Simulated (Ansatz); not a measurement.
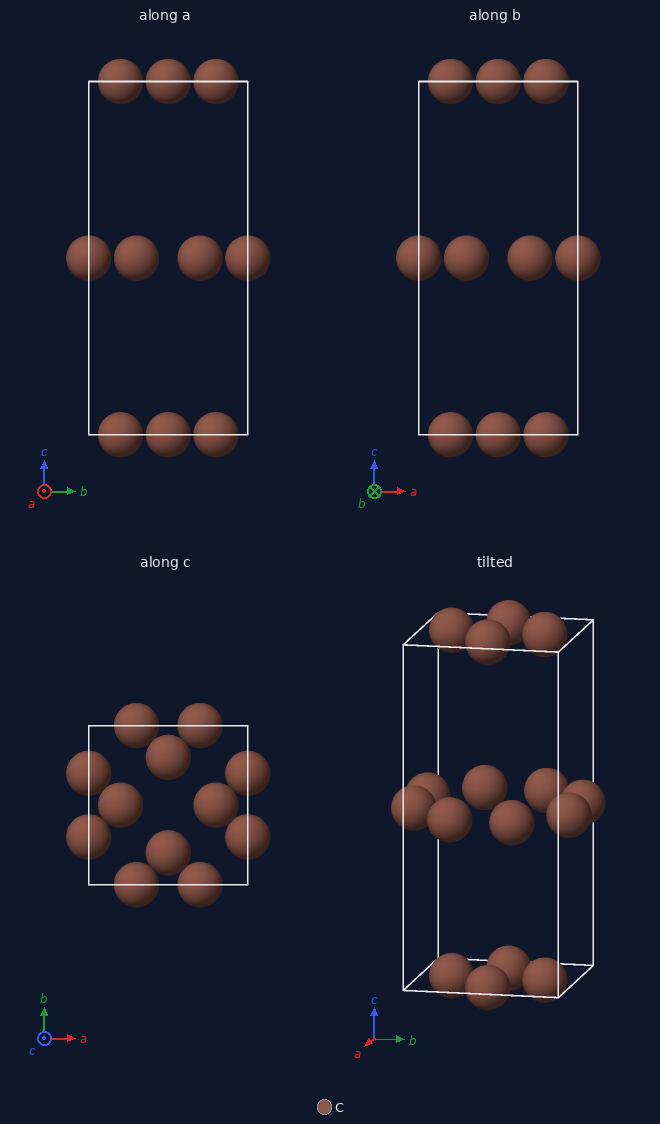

Structure drawing (spheres-only), viewed along the a axis, along the b axis, along the c axis and slightly off an axis. One conventional unit cell is outlined, and atoms on its boundary appear in each equivalent place.

Lattice parameters: a = 3.4456 Å, b = 3.4456 Å, c = 7.6529 Å, α = 90.000°, β = 90.000°, γ = 90.000°.

From the views, write a CIF in P1 with every atom of the cell, with free fractional coordinates to two decimals.

```cif
data_structure
_symmetry_space_group_name_H-M 'P 1'
_symmetry_Int_Tables_number 1
_cell_length_a 3.4456
_cell_length_b 3.4456
_cell_length_c 7.6529
_cell_angle_alpha 90.000
_cell_angle_beta 90.000
_cell_angle_gamma 90.000
_cell_volume 90.86
loop_
_atom_site_label
_atom_site_type_symbol
_atom_site_fract_x
_atom_site_fract_y
_atom_site_fract_z
_atom_site_occupancy
C1 C 0.20 0.50 0.00 1
C2 C 0.50 0.80 0.00 1
C3 C 0.50 0.20 0.00 1
C4 C 0.80 0.50 0.00 1
C5 C 0.70 0.00 0.50 1
C6 C 0.00 0.30 0.50 1
C7 C 0.00 0.70 0.50 1
C8 C 0.30 0.00 0.50 1
```

The structure was taken from a structure type filled with this element by a generator (whether the element takes this form wasn't checked). Earlier steps of the study may have refined or changed the cell and positions. A calculation with Ansatz used it as input.
